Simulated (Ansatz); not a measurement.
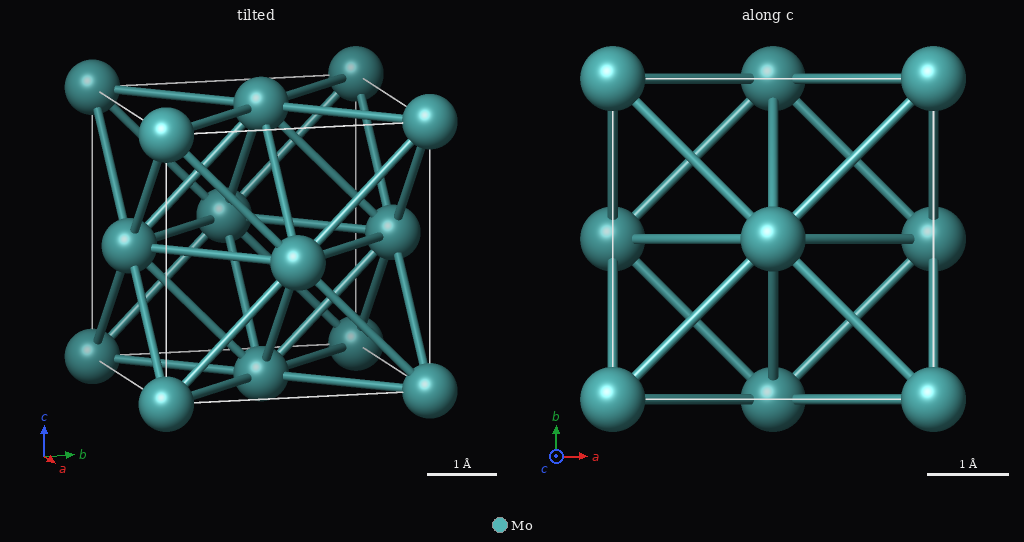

The image is a ball-and-stick drawing of a crystal, viewed slightly off an axis and along the c axis. The outline marks the conventional unit cell.

Mo, face-centred cubic (Cu type), space group Fm-3m (No. 225), a = 4.003 Å, b = 4.003 Å, c = 4.003 Å, α = 90.00°, β = 90.00°, γ = 90.00°. Its origin is a structure type filled with this element by a generator (whether the element takes this form wasn't checked). Earlier steps of the study may have refined or changed the cell and positions. Ansatz was used for an electronic-structure calculation on it.

This one geometry was computed with Ansatz (DFT, plane waves, PAW) at three levels of theory: PBE with spin-orbit coupling, r2SCAN and PBE.

Q: Which level gives the highest pressure at this volume, and what does that say about its equilibrium volume?

A: Highest: PBE with spin-orbit coupling (0.0 GPa) and PBE (0.0 GPa), which points to the largest equilibrium volume. Lowest, with the smallest volume: r2SCAN (-2.9 GPa). Levels within 0.5 GPa of each other can't be told apart.

Q: How does the band gap change with the level of theory?

A: All levels give a metal.

Q: Collect the results in a table.

A:
| level | cutoff (eV) | k-mesh of the run's cell | gap (eV) | pressure (GPa) |
| --- | --- | --- | --- | --- |
| PBE with spin-orbit coupling | 420 | 18×18×18 | metal | 0.0 |
| r2SCAN | 500 | 18×18×18 | metal | -2.9 |
| PBE | 420 | 18×18×18 | metal | 0.0 |

Gaps are taken on the k-mesh or band path of each run.
